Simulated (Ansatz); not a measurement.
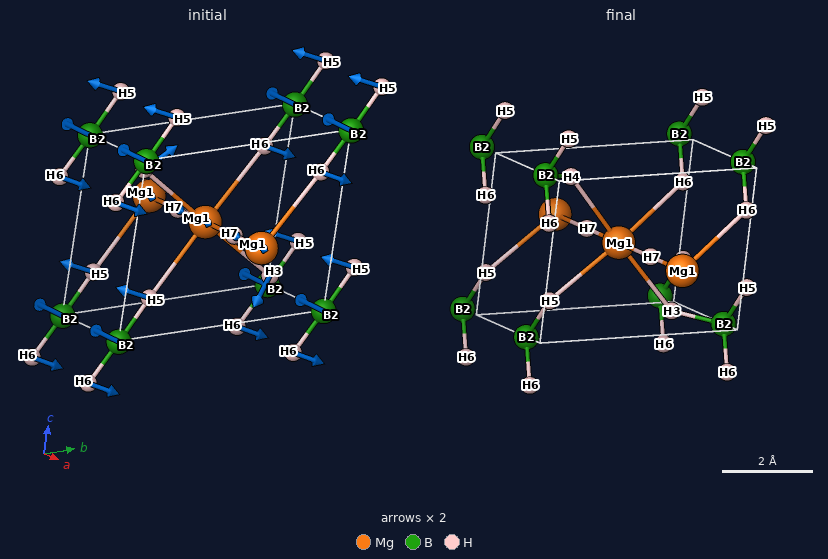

The structure of solid MgBH5 (built on the AlCrF5-71 type type) before (left) and after (right) a relaxation, at one scale. The blue arrows give the displacements (the part carried along by the change of the cell is left out), 2 times their true length.

Style: ball-and-stick. Shown: the cell of the calculation, reduced to other axes, slightly off an axis. Lengths and directions refer to the drawn axes.

Case: shaken.

Computed with DFT, PBEsol, plane waves, PAW in Ansatz. Set-up: plane-wave cutoff 420 eV; k-point mesh 6 × 6 × 6; occupations fermi dirac; smearing width 0.05 eV; no spin polarisation; cell and atoms relaxed; force threshold 0.01 eV/Å; at most 120 steps.

Q: Describe what moved and what it gained.

A: The energy falls by 492 meV per atom in 16 accepted moves (19 points after the start). Largest force component: 1.3 eV/Å at the start, 0.0021 eV/Å at the end. Pressure: 1.26 GPa at the start and 0.00 GPa at the end. The line search rejected the trial step at point 12 of the run. The SCF was repeated twice at an unchanged geometry on a basis and grid sized afresh for the cell, which shifted the energy by 0.9 meV per atom at most. The atom that moves furthest relative to the cell is B2 (0.76 Å along −a). By element the largest moves are B 0.76 Å, H 0.53 Å, Mg 0.10 Å. Cell: a 3.213 → 3.580 Å (+11.4 %), b 4.646 → 4.433 Å (−4.6 %), c 4.691 → 4.434 Å (−5.5 %), α 76.0° → 80.6°, β 70.4° → 66.2°, γ 70.6° → 66.2°. Volume −4.2 %. Among the contacts that change: B2–H3 1.814 → 1.232 Å, B2–H4 1.763 → 1.232 Å, Mg1–H7 1.587 → 1.790 Å, Mg1–H7 (another image) 1.626 → 1.790 Å. New bonds form, among them: B2–H3 (1.81 → 1.23 Å), B2–H4 (1.76 → 1.23 Å). Among the angles between lasting bonds that change: H5–B2–H6 177.3° → 105.0°, Mg1–H5–B2 178.3° → 131.2°, H3–Mg1–H4 178.6° → 172.0°. The space group (tolerance 0.01 Å) goes from P1 (No. 1) to I-4 (No. 82). The run took 22 s on 4 threads of Intel(R) Xeon(R) 6975P-C (Granite Rapids) (shared host), peak memory 0.51 GiB.
